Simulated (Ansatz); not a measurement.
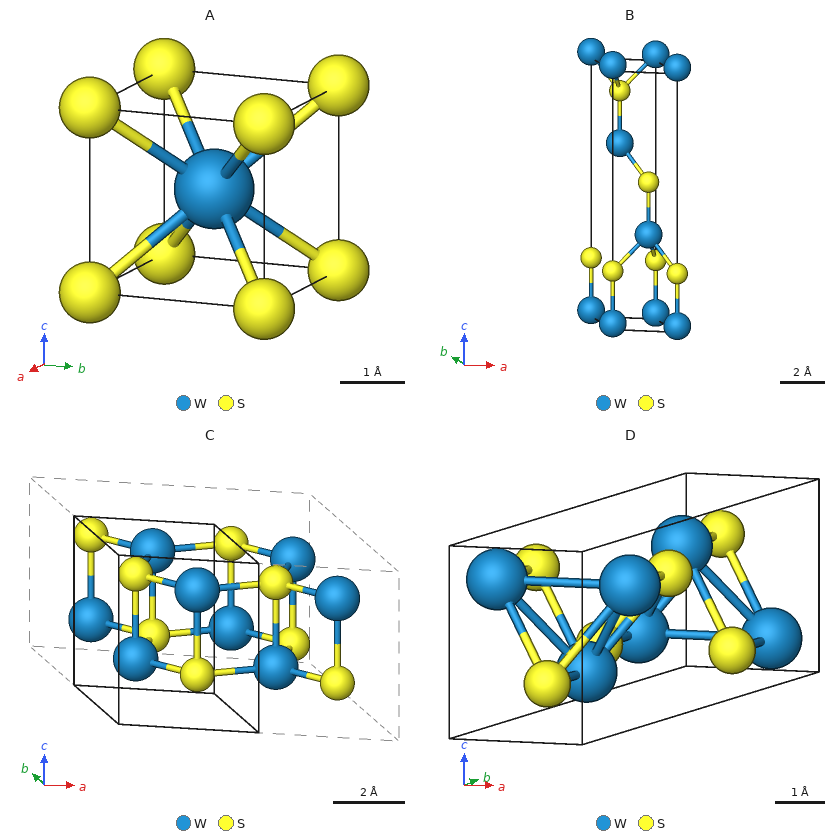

Four structures of WS, each relaxed to rest (conventional cells in solid outline, small ones repeated, each panel with its own scale). Method: Ansatz, DFT PBE, scalar-relativistic, plane waves, PAW, without spin polarisation.

> Name the structure in each panel.

A: caesium chloride (CsCl, B2) type, Pm-3m; B: 6 atoms a cell on a rhombohedral (trigonal R) lattice, R3m; C: 4 atoms a cell on a primitive hexagonal lattice, P6_3/mmc; D: 8 atoms a cell on a base-centred orthorhombic lattice, Cmcm.

> Rank them by energy, lowest first.

B, then D (+394 meV/atom), A (+434 meV/atom) and C (+805 meV/atom), energies at zero smearing.

> Collect the results in a table.

| panel | structure | E − E(lowest) (meV/atom) | volume (Å³/atom) | gap (eV) |
| --- | --- | --- | --- | --- |
| B | R3m | 0 | 16.1 | metal |
| D | Cmcm | 394 | 20.2 | metal |
| A | Pm-3m | 434 | 13.6 | metal |
| C | P6_3/mmc | 805 | 17.6 | metal |

Some of these may be structure types tried for this composition rather than known phases, and the most stable form need not be among them. Gaps are taken on the k-mesh or band path of each run.
